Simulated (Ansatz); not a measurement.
BP

The calculation's input:

```
crystal:
  lattice:
    - [0.0, 2.3053084991, 2.2130961591]
    - [2.3053084991, 0.0, 2.2130961591]
    - [2.3053084991, 2.3053084991, 0.0]
  atoms:
    - { symbol: B, position: [0.0, 0.0, 0.0] }
    - { symbol: P, position: [0.75, 0.75, 0.75] }
basis:
  ecutwfc: 420
kpoints:
  mp_grid: { grid: [12, 12, 12] }
hamiltonian:
  xc: pbe
scf:
  occupations: { method: gaussian, width: 0.05 }
output:
  forces: true
  stress: true
  eigenvalues: true
  write_density: true
  write_potential: true
  elf: true
  volumetric_format: npy
```

Launched as:

```sh
ansatz run input.yaml --threads 1 --pin off --max-ram 2560MiB --backend cpu --events-out ev --progress --plain --runs-dir out
```

Below, planes, directions and counts refer to the conventional cell (a = 3.26 Å, b = 3.26 Å, c = 4.43 Å, α = 90.00°, β = 90.00°, γ = 90.00°).

Space group I-4m2.

Level of theory: Ansatz 0.2.0, DFT PBE, scalar-relativistic, plane waves, PAW.

In a PAW calculation such maps are meaningful between the atoms, not at the nuclei.

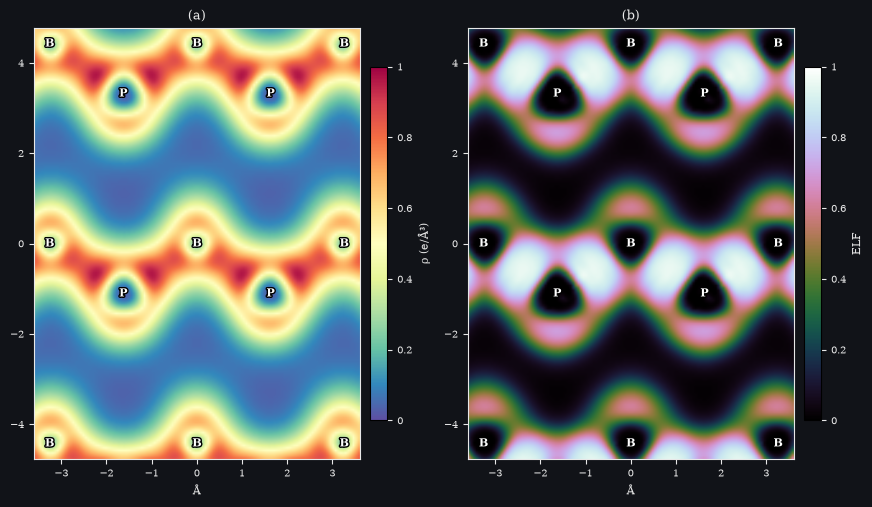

Figure 1. (a) valence charge density (pseudo); (b) ELF on the (100) plane of the conventional cell.

### What do the fields say about this system?

The section cuts through B and P sites.
B–P (1.97 Å): ρ at the midpoint is about 0.89 e/Å³; the ELF peaks at about 0.95 between the atoms; a shared electron pair.
Between the atoms the lowest density in this plane is 0.04 e/Å³.

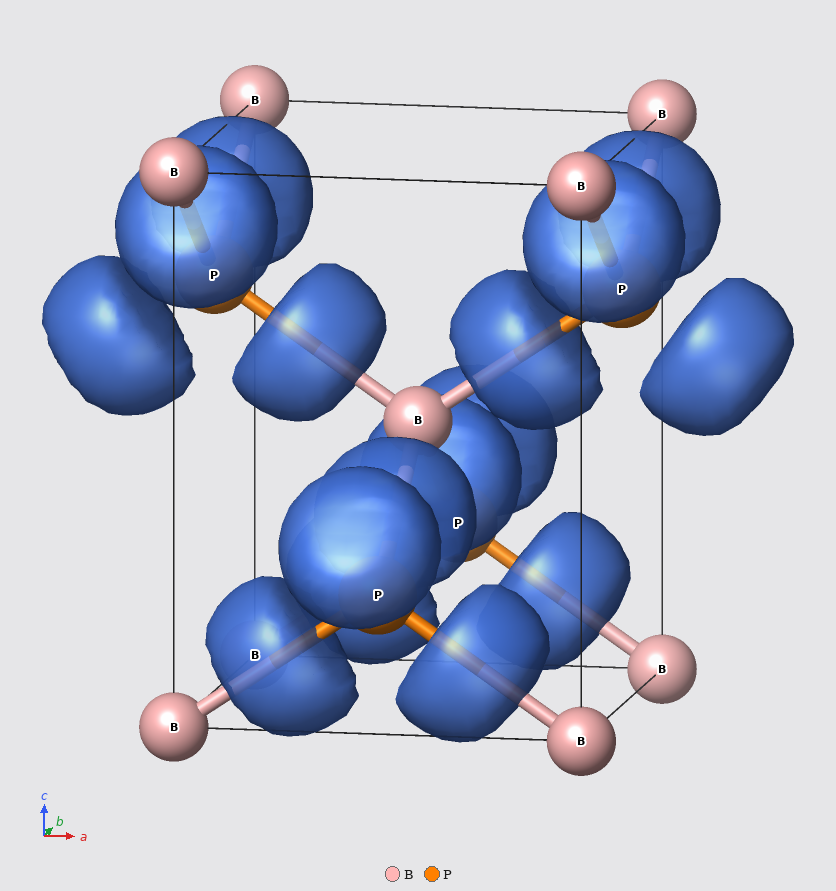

Figure 2. Isosurface of the electron localisation function at 0.75 (blue), seen at an oblique angle. Only the valence region is drawn (cores and ρ < 0.01 e/Å³ removed). Sticks mark near contacts.

### Where are the electrons localised?

The surface consists of eight regions between bonded B–P atoms (shared pairs), counted in one cell of 4 atoms. Any copies at cell faces, edges or corners count once.

### Does the calculation make it a metal, or give it a gap?

It is gapped, with a Kohn–Sham gap of 0.65 eV on the k-point mesh, an upper bound to the gap of this method.
